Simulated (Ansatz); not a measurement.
A periodic structure is given below.

```
CELL_PARAMETERS angstrom
3.68592 0.00000 0.00000
0.00000 3.68592 0.00000
0.00000 0.00000 3.68592
ATOMIC_POSITIONS crystal
Co 0.00000 0.00000 0.00000
H 0.50000 0.00000 0.00000
Co 0.00000 0.50000 0.50000
H 0.50000 0.50000 0.50000
Co 0.50000 0.00000 0.50000
H 0.00000 0.00000 0.50000
Co 0.50000 0.50000 0.00000
H 0.00000 0.50000 0.00000
```

Summarise the structure in words.

It has the composition CoH. The space group is Fm-3m (No. 225); the lattice is face-centred cubic. The prototype is rock salt (NaCl type). Atoms per cell: 8 (4 Co, 4 H). Co is coordinated by six H in an octahedral arrangement at 1.84 Å. The neighbours of H are six Co in an octahedral arrangement at 1.84 Å. Not all metal-metal contacts are counted. The bonds build a three-dimensional framework.

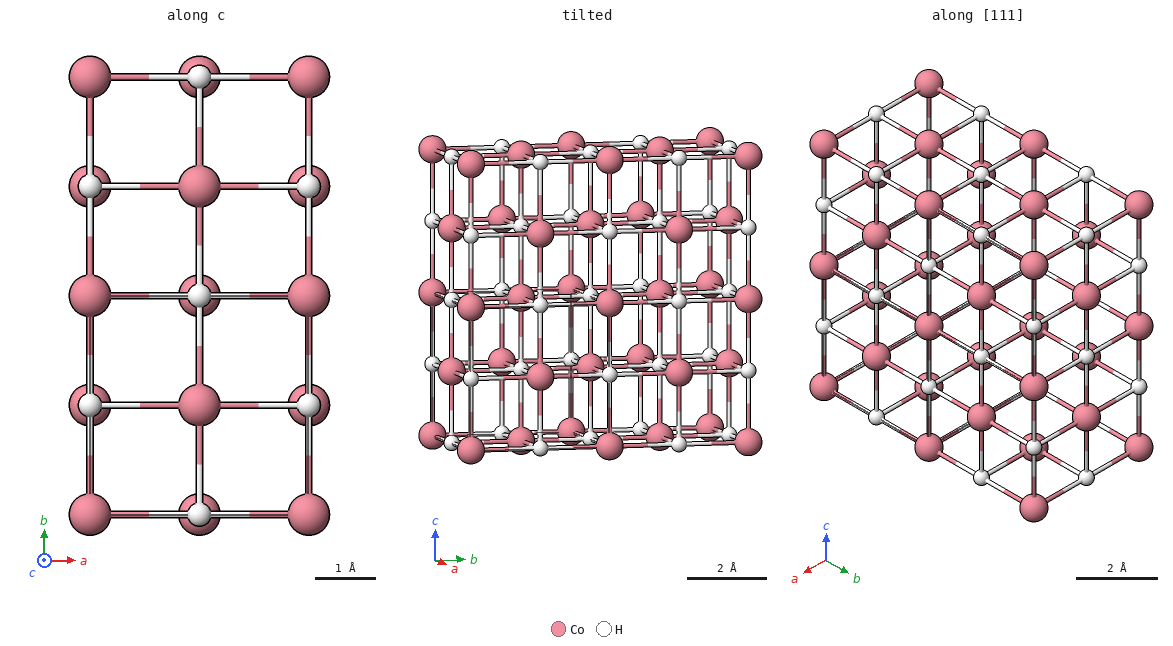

We look at a ball-and-stick model of the crystal along the c axis, slightly off an axis and along [111]. The drawing covers 1×2×2 cells, and the solid lines enclose one conventional unit cell. Colours: cobalt pink, hydrogen white.

The model was built from a structure listed in the Materials Project. Earlier steps of the study may have refined or changed the cell and positions. It went into a calculation with Ansatz.

At this level of theory the cell isn't at rest (stretched, at -6 GPa), so its distances can differ from those at equilibrium, the more so the softer the solid.
